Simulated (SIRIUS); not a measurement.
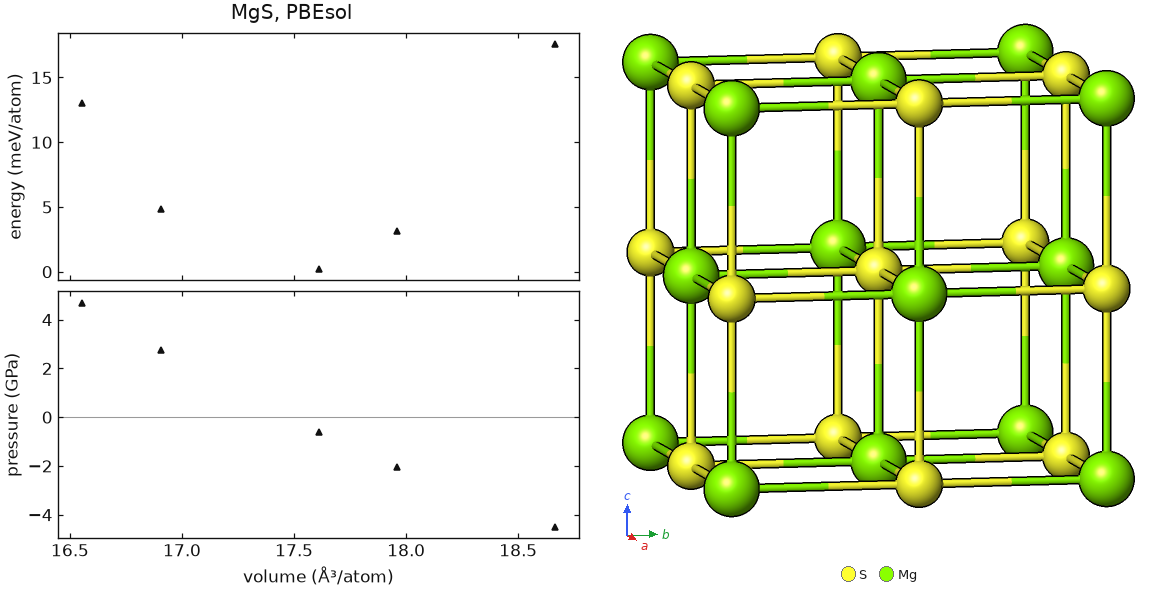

The figure shows the energy and pressure against volume for MgS, space group Fm-3m (No. 225). The conventional cell is drawn beside the plot.

Cell as given: a = 3.679 Å, b = 3.679 Å, c = 3.679 Å, α = 60.00°, β = 60.00°, γ = 60.00°; 2 atoms.

Calculation (SIRIUS 7.12.0): plane-wave DFT, no spin polarisation; energies at scaled volumes of the given cell, shape and fractions fixed, counted from the fit's minimum, third-order Birch-Murnaghan fit. Level: PBEsol.

- k mesh: 5×5×5
- occupations: Fermi–Dirac
- smearing width: 0.05 eV
- potentials: dojo sr pbe 0.4.1 standard
- wave cutoff: 1152 eV
- density cutoff: 4606 eV

The points at volume 17.26 Å³/atom and 18.31 Å³/atom are left out of the plot. What values does the calculation give there?

```json
{"volume (Å³/atom)": "17.26", "energy (meV/atom)": "0.69", "pressure (GPa)": "0.99"}
{"volume (Å³/atom)": "18.31", "energy (meV/atom)": "8.99", "pressure (GPa)": "-3.33"}
```
